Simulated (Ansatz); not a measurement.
**Geometry relaxation of Ni3Ge (part 2 of 2)**

The same run, continued: Ni3Ge (4 atoms in the cell); DFT PBEsol, scalar-relativistic, plane waves, PAW, no spin polarisation (Ansatz 0.2.0); cutoff 420 eV, 6×6×6 k-mesh, Gaussian smearing of 0.1 eV. The structure derives from a Materials Project entry. It belongs to a series of runs on one base structure; here: cure: more steps.

Geometry of the input (Å; fractional positions):
```
3.5303  0.0000  0.0000
0.0000  3.5303  0.0000
0.0000  0.0000  3.5303
Ni 0.4590  -0.0432  0.4304
Ni -0.0117  0.4660  0.4987
Ni 0.5158  0.4889  0.0029
Ge 0.0068  -0.0026  -0.0149
```

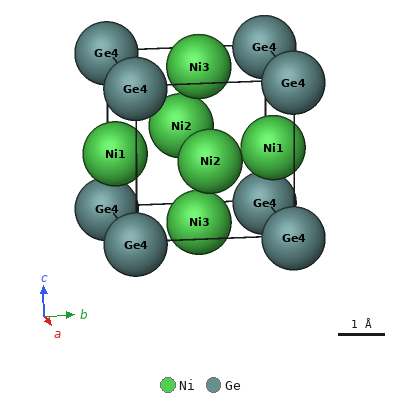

Figure 1. The geometry at step 2 of the log (spheres-only view of the cell of the calculation, seen slightly off an axis; atoms are numbered from 1 in the order of the input).

What the program printed, continued:
```
SCF iter   1: F=—  HF=-21669.792714 eV  |F-HF|=—  |Δ(HF+E_count)|=         —  Δρ=5.28e-4  dr2=7.80e-5  ethr=1.21e-7  ⟨swp⟩=2.3  Hψ=19263  notcnv=0
preconditioner: auto → Kerker (q_TF=auto, 2.936 Å⁻¹)  [metal: Δε(μ)=0.047 eV  Ē_g=13.269 eV  σ=0.100 eV  W_gap=0.26  n_scr=18 (ndim 8)  ℏωp=37.2 eV  f_vac=0.000  D(μ)=1.74/eV (n_scr^D=18)]
SCF iter   2: F=—  HF=-21669.792706 eV  |F-HF|=—  |Δ(HF+E_count)|=   7.56e-6  Δρ=2.80e-4  dr2=2.73e-5  ethr=1.15e-7  ⟨swp⟩=1.0  Hψ=4592  notcnv=0
SCF iter   3: F=—  HF=-21669.792698 eV  |F-HF|=—  |Δ(HF+E_count)|=   8.18e-6  Δρ=5.84e-5  dr2=1.78e-6  ethr=4.02e-8  ⟨swp⟩=2.2  Hψ=6304  notcnv=0
iter 4 did not close the SCF: its close was put off for the readings that it lacked (scf_convergence_deferred on its scf_iter line)
SCF iter   4: F=-21669.792698 eV  HF=-21669.792698 eV  |F-HF|=1.90e-7  |Δ(HF+E_count)|=   4.70e-7  Δρ=2.60e-5  dr2=2.07e-7  ethr=2.62e-9  ⟨swp⟩=2.0  Hψ=7105  notcnv=0
iter 5 did not close the SCF: its close was put off for the readings that it lacked (scf_convergence_deferred on its scf_iter line)
SCF iter   5: F=-21669.792698 eV  HF=-21669.792698 eV  |F-HF|=1.96e-8  |Δ(HF+E_count)|=   3.14e-8  Δρ=5.90e-6  dr2=9.81e-9  ethr=3.05e-10  ⟨swp⟩=2.1  Hψ=6080  notcnv=0
SCF iter   6: F=-21669.792698 eV  HF=-21669.792698 eV  |F-HF|=1.85e-9  |Δ(HF+E_count)|=   4.47e-9  Δρ=1.91e-6  dr2=1.04e-9  ethr=1.44e-11  ⟨swp⟩=2.1  Hψ=15224  notcnv=0
SCF 4 converged in 6 iterations: F = -21669.792698 eV  dr2 = 1.04e-9
  greatest PAW one-centre occupation: 1.001 electrons in one spin orbital (limit 2), on the Ni atom at site 1 (counted from 0), in its partial waves of l = 1
relax step   4: F+E_penalty+E_count = -21669.79269766 eV  Δ(F+E_penalty+E_count) = -2.736e-4 eV  max|allowed force component| = 3.044e-4 eV/Å  Δτ_max = 0.0029 Å  P = +0.010 GPa  Ω = 43.807 Å³  energy of the carried Pulay correction = +7.823e-5 eV  (6 SCF iters, dr2 threshold 3.25e-7 eV, accepted)
Initial wavefunctions: pseudopotential atomic-orbital guess (no wavefunctions were taken with the density)
iter 1 solved again at ethr=3.13e-8 eV; its pass at ethr=3.10e-3 eV (dr2=2.13e-5 eV) is discarded
SCF iter   1: F=—  HF=-21669.792622 eV  |F-HF|=—  |Δ(HF+E_count)|=         —  Δρ=8.61e-6  dr2=6.48e-9  ethr=3.13e-8  ⟨swp⟩=3.1  Hψ=28145  notcnv=0
preconditioner: auto → Kerker (q_TF=auto, 2.936 Å⁻¹)  [metal: Δε(μ)=0.048 eV  Ē_g=13.269 eV  σ=0.100 eV  W_gap=0.26  n_scr=18 (ndim 8)  ℏωp=37.2 eV  f_vac=0.000  D(μ)=1.74/eV (n_scr^D=18)]
SCF iter   2: F=—  HF=-21669.792625 eV  |F-HF|=—  |Δ(HF+E_count)|=   2.72e-6  Δρ=4.48e-6  dr2=3.23e-9  ethr=9.53e-12  ⟨swp⟩=2.8  Hψ=8680  notcnv=0
SCF iter   3: F=—  HF=-21669.792625 eV  |F-HF|=—  |Δ(HF+E_count)|=  5.82e-11  Δρ=1.88e-6  dr2=6.30e-10  ethr=4.75e-12  ⟨swp⟩=1.0  Hψ=4592  notcnv=0
SCF iter   4: F=—  HF=-21669.792625 eV  |F-HF|=—  |Δ(HF+E_count)|=  1.06e-10  Δρ=3.94e-7  dr2=5.68e-11  ethr=1.00e-12  ⟨swp⟩=2.0  Hψ=6135  notcnv=0
iter 5 did not close the SCF: its close was put off for the readings that it lacked (scf_convergence_deferred on its scf_iter line)
SCF iter   5: F=-21669.792625 eV  HF=-21669.792625 eV  |F-HF|=1.82e-11  |Δ(HF+E_count)|=  7.28e-12  Δρ=1.18e-7  dr2=3.89e-12  ethr=1.00e-12  ⟨swp⟩=2.0  Hψ=5148  notcnv=0
SCF iter   6: F=-21669.792625 eV  HF=-21669.792625 eV  |F-HF|=0.00e0  |Δ(HF+E_count)|=  3.64e-12  Δρ=4.74e-8  dr2=1.64e-12  ethr=1.00e-12  ⟨swp⟩=3.0  Hψ=14516  notcnv=0
SCF 5 converged in 6 iterations: F = -21669.792625 eV  dr2 = 1.64e-12
relax step   5: F+E_penalty+E_count = -21669.79262509 eV  Δ(F+E_penalty+E_count) = +7.257e-5 eV  max|allowed force component| = 2.966e-4 eV/Å  Δτ_max = 0.0000 Å  P = +0.008 GPa  Ω = 43.807 Å³  stress off target by 2.58e-2 GPa  SCF on the basis re-selected at this cell (its energy is not comparable with the rows above)  (6 SCF iters)
basis re-selected at this cell: Δ(F+E_penalty+E_count) = +7.257e-5 eV, ΔP = -0.002 GPa vs the last step (what re-selecting the basis moved, of the pressure what is left beyond the Pulay correction that the steps carried, after the strain that the cell walked since its last selection, with what the two solves' SCF thresholds leave and, on support functions, any second-order correction that the steps lacked; it is no measure of the basis error at this ecutwfc). This SCF's stress stands 2.58e-2 GPa from its target on what of the cell is left free (relax.cell.stress_tol is 5.00e-2 GPa) and its largest allowed force component is 2.97e-4 eV/Å (relax.f_tol is 5.00e-3 eV/Å): within both
SCF converged after 6 iterations
Free energy (F): -21669.792625 eV
Harris-Foulkes:  -21669.792625 eV  (|F-HF|=0.00e0)
Internal energy: -21669.783912 eV  (E = F + TS)
E sigma→0 (E₀):  -21669.788269 eV
Entropy (-TS):   -0.008713 eV (-2.178 meV/atom)
Fermi energy:    18.672643 eV
--- Per-component energies (eV) ---
  E_band       = -832.641775
  E_kinetic    = 969.410556
  E_local      = -12144.149338  (includes V_loc(G=0)·N_el)
  E_nonlocal   = 2336.987816
  E_hartree    = 5149.599270
  E_xc         = -331.726985
  E_vxc        = -397.230161  (∫ρ·V_xc dr)
  E_paw        = -6771.237169  (= ΣΔE_a)
  E_vpaw       = -1896.861320  (= ΣTr[D̂ρ^β])
  E_aug_tail   = 0.002178  (compensation charges beyond the density's cutoff)
  E_ewald      = -10880.180044
  E_core_change = 1.509803  (= ΣΔE_core)
  E_smearing   = -0.008713  (= −TS)
  E_closure    = 0.000000  (closes the sum)
  Σ components = -21669.792625   (vs F -21669.792625, Δ=0.00e0)
--- Forces (eV/Å), atoms counted from 1 ---
  atom   1  Ni     0.00018091     0.00014490     0.00029674
  atom   2  Ni     0.00011283    -0.00007477     0.00004005
  atom   3  Ni    -0.00014669    -0.00012010    -0.00019734
  atom   4  Ge    -0.00014689     0.00004973    -0.00013904
  max |Σ_I F_I| component: 4.07e-7 eV/Å
--- Stress (GPa, compression-positive) ---
       -0.002323      -0.003065       0.002114
       -0.003065       0.007506       0.010156
        0.002114       0.010156       0.020124
  P = ⅓ Tr σ = 0.0084 GPa (0.084 kbar)
--- Band table (eV; the first three rows and the last of 112) ---
  k-point 0: bands = ["-84.1573", "-84.1234", "-84.1232", "-44.7805", "-44.7805", "-44.7804", "-44.7270", "-44.7269", "-44.7268", "-44.5669", "-44.5668", "-44.5667", "-5.9911", "-5.9911", "-5.9760", "-5.9760", "-5.9760", "6.0143", "13.7087", "14.7913", "14.7915", "15.2144", "15.2145", "15.2145", "17.1881", "17.1883", "17.1889", "17.6326", "17.6339", "17.6356", "18.0715", "18.0722", "18.3768", "18.6919", "18.6922", "18.6925", "22.6317", "25.5292", "25.5312", "29.1649", "29.1656"]
  k-point 1: bands = ["-84.1553", "-84.1252", "-84.1234", "-44.7758", "-44.7757", "-44.7743", "-44.7285", "-44.7284", "-44.7274", "-44.5740", "-44.5701", "-44.5700", "-5.9899", "-5.9843", "-5.9761", "-5.9760", "-5.9757", "6.3280", "13.5856", "14.3318", "15.0061", "15.1549", "15.1551", "15.2904", "16.6523", "16.6524", "16.9633", "17.1000", "17.8761", "17.8765", "17.9995", "18.0664", "18.2459", "18.6922", "19.3285", "19.3292", "23.2427", "25.5127", "26.6592", "28.3155", "28.3167"]
  k-point 2: bands = ["-84.1501", "-84.1304", "-84.1233", "-44.7644", "-44.7643", "-44.7601", "-44.7334", "-44.7333", "-44.7282", "-44.5901", "-44.5766", "-44.5765", "-5.9874", "-5.9761", "-5.9761", "-5.9750", "-5.9706", "7.1837", "11.9352", "14.5217", "14.9696", "14.9699", "15.4703", "15.5432", "16.4498", "16.4499", "16.6873", "16.8946", "17.5731", "17.5732", "17.6456", "17.8129", "18.1208", "18.6929", "20.9356", "20.9365", "23.3846", "25.4712", "26.0341", "26.0354", "26.6832"]
  k-point 111: bands = ["-84.1346", "-84.1345", "-84.1344", "-44.8045", "-44.8044", "-44.8044", "-44.7261", "-44.6751", "-44.6750", "-44.6749", "-44.5354", "-44.5352", "-5.9894", "-5.9894", "-5.9893", "-5.9507", "-5.9507", "9.5975", "14.4907", "14.4909", "14.4910", "14.7565", "14.7572", "14.7574", "16.4537", "16.4543", "16.4545", "17.3081", "17.3083", "17.3086", "17.4843", "17.4850", "18.0381", "18.4590", "18.4591", "18.4594", "19.3778", "22.8624", "22.8629", "22.8639", "36.0081"]
--- Relaxed structure (4 steps of the walk, 4 accepted, 1 SCFs on fresh bases) ---
  F+E_penalty+E_count = -21669.79262509 eV   max|allowed force component| = 2.966e-4 eV/Å   (the final SCF, on the basis selected at the relaxed cell)
  cell:  # Å, volume = 43.8070 Å³
    - [3.525442346924728, 4.483467590502628e-5, -3.09069379946529e-5]
    - [4.483467590502628e-5, 3.5252018209900426, -0.000146038712472906]
    - [-3.09069379946529e-5, -0.000146038712472906, 3.5248956471563613]
  atoms:
    - { symbol: Ni, position: [0.4924546066252112, -0.0227342530805202, 0.47928249094292535] }
    - { symbol: Ni, position: [-0.007543531980044819, 0.47726875525560475, 0.4792909723195323] }
    - { symbol: Ni, position: [0.49246543569465556, 0.47727024647131083, -0.020708396520508623] }
    - { symbol: Ge, position: [-0.007533392639821973, -0.022732113546395535, -0.020708056541949127] }
```

Trajectory as extended XYZ (Å, eV, eV/Å), 5 frames, from step=1 to step=5:
```
4
Lattice="3.5303 0.0000 0.0000 0.0000 3.5303 0.0000 0.0000 0.0000 3.5303" Properties=species:S:1:pos:R:3:forces:R:3 step=1 energy=-21669.37616 pressure_GPa=4.74
Ni    1.6203   -0.1526    1.5195    1.2012   0.8734   2.2697
Ni   -0.0413    1.6452    1.7607   -0.0503   0.2042   0.0323
Ni    1.8211    1.7259    0.0103   -0.4600  -0.7103  -1.5070
Ge    0.0238   -0.0093   -0.0527   -0.6908  -0.3673  -0.7951
4
Lattice="3.5257 -0.0038 -0.0120 -0.0038 3.5396 -0.0044 -0.0120 -0.0044 3.5166" Properties=species:S:1:pos:R:3:forces:R:3 step=2 energy=-21669.58592 pressure_GPa=2.50
Ni    1.6458   -0.1372    1.5588    0.8526   0.5514   1.4986
Ni   -0.0462    1.6554    1.7408   -0.0103   0.1891  -0.0863
Ni    1.7953    1.7156   -0.0289   -0.3925  -0.4091  -0.9386
Ge    0.0101   -0.0237   -0.0610   -0.4498  -0.3314  -0.4735
4
Lattice="3.5264 0.0008 -0.0007 0.0008 3.5315 -0.0028 -0.0007 -0.0028 3.5183" Properties=species:S:1:pos:R:3:forces:R:3 step=3 energy=-21669.79242 pressure_GPa=-0.03
Ni    1.7366   -0.0811    1.6838   -0.0019   0.0046   0.0239
Ni   -0.0280    1.6837    1.6858    0.0092   0.0002  -0.0016
Ni    1.7360    1.6871   -0.0750    0.0087  -0.0135  -0.0047
Ge   -0.0244   -0.0811   -0.0710   -0.0160   0.0087  -0.0176
4
Lattice="3.5254 0.0000 -0.0000 0.0000 3.5252 -0.0001 -0.0000 -0.0001 3.5249" Properties=species:S:1:pos:R:3:forces:R:3 step=4 energy=-21669.79270 pressure_GPa=0.01
Ni    1.7361   -0.0802    1.6894    0.0002   0.0002   0.0003
Ni   -0.0266    1.6824    1.6894    0.0001  -0.0001   0.0001
Ni    1.7362    1.6825   -0.0731   -0.0001  -0.0001  -0.0002
Ge   -0.0266   -0.0801   -0.0730   -0.0001   0.0001  -0.0001
4
Lattice="3.5254 0.0000 -0.0000 0.0000 3.5252 -0.0001 -0.0000 -0.0001 3.5249" Properties=species:S:1:pos:R:3:forces:R:3 step=5 energy=-21669.79262 pressure_GPa=0.01
Ni    1.7361   -0.0802    1.6894    0.0002   0.0001   0.0003
Ni   -0.0266    1.6824    1.6894    0.0001  -0.0001   0.0000
Ni    1.7362    1.6825   -0.0731   -0.0001  -0.0001  -0.0002
Ge   -0.0266   -0.0801   -0.0730   -0.0001   0.0001  -0.0001
```

Key numbers:

```tsv
quantity	value
outcome	converged
space group (tolerance 0.01 Å)	P1 (1) → Pm-3m (221)
electrons treated	68
free energy	−21669.7926 eV
Fermi energy	18.673 eV
gap on the k-point mesh	none (metallic)
pressure	0.01 GPa
final volume	43.81 Å³
largest force (length of the vector) at the end	under 0.001 eV/Å
final cell	a = 3.525 Å, b = 3.525 Å, c = 3.525 Å, α = 90.00°, β = 90.00°, γ = 90.00°
hardware	1 thread of Intel Xeon @ 2.50GHz (Skylake/Cascade Lake), 189 GiB of memory available, shared host
wall time	3.5 min
peak memory	0.46 GiB
```

Notes:

The run has no spin polarisation, so a magnetic state may lie lower.
